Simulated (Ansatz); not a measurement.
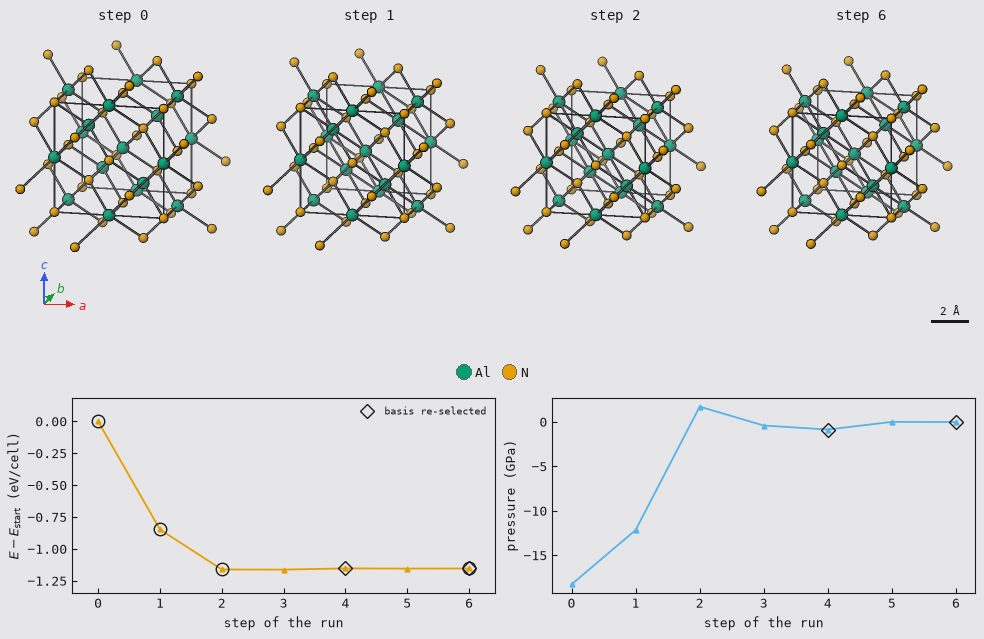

Frames of a relaxation of crystalline AlN (a generated structure, set up in Fd-3m) (coarse preliminary run), marked on the history of the run. A ball-and-stick model of the conventional cell (4 times the calculation's cell), seen slightly off an axis. Lengths and directions refer to the drawn axes.

These are results of DFT PBE, scalar-relativistic, plane waves, PAW in Ansatz 0.2.0, not measurements.

The input:
```yaml
crystal:
  lattice:
    - [0.0, 3.11776987, 3.11776987]
    - [3.11776987, 0.0, 3.11776987]
    - [3.11776987, 3.11776987, 0.0]
  atoms:
    - { symbol: Al, position: [0.75, 0.75, 0.75] }
    - { symbol: Al, position: [0.5, 0.5, 0.5] }
    - { symbol: "N", position: [0.0, 0.0, 0.0] }
    - { symbol: "N", position: [0.25, 0.25, 0.25] }
basis:
  ecutwfc: 420
kpoints:
  mp_grid: { grid: [6, 6, 6] }
hamiltonian:
  xc: pbe
scf:
  occupations: { method: gaussian, width: 0.1 }
  lower_state_search: "off"
output:
  forces: true
  stress: true
  eigenvalues: true
relax:
  adjacent_minimum: "off"
  f_tol: 0.04
  max_steps: 70
  cell: { stress_tol: 0.4 }
```

Launched with:
```bash
ansatz run input.yaml --threads 1 --pin off --max-ram 2560MiB --backend cpu --events-out ev --progress --plain --runs-dir out
```

Describe the path.

Answer. Over 4 accepted moves (6 points after the start) the energy falls by 1.152 eV per cell of the calculation. All forces vanish by symmetry, so only the cell relaxes. The pressure goes from −18.26 to −0.01 GPa. At 2 points the geometry stayed and the basis and grid were re-selected for the new cell (energy shift of 9.6 meV per cell of the calculation at most each time). No atom moves by more than 0.005 Å relative to the cell. The drawn cell changes as follows: a = b = c 6.236 → 5.648 Å (−9.4 %); the volume changes by −25.7 %. Among the contacts that change: Al1–N3 2.700 → 2.446 Å, Al1–Al2 2.700 → 2.446 Å. The space group stays Fd-3m (No. 227). From step 0 to 1: volume −13.9 %, energy −0.847 eV per cell of the calculation. From step 1 to 2: volume −14.6 %, energy −0.313 eV per cell of the calculation. From step 2 to 6: volume +1.1 %, energy +7.7 meV per cell of the calculation.
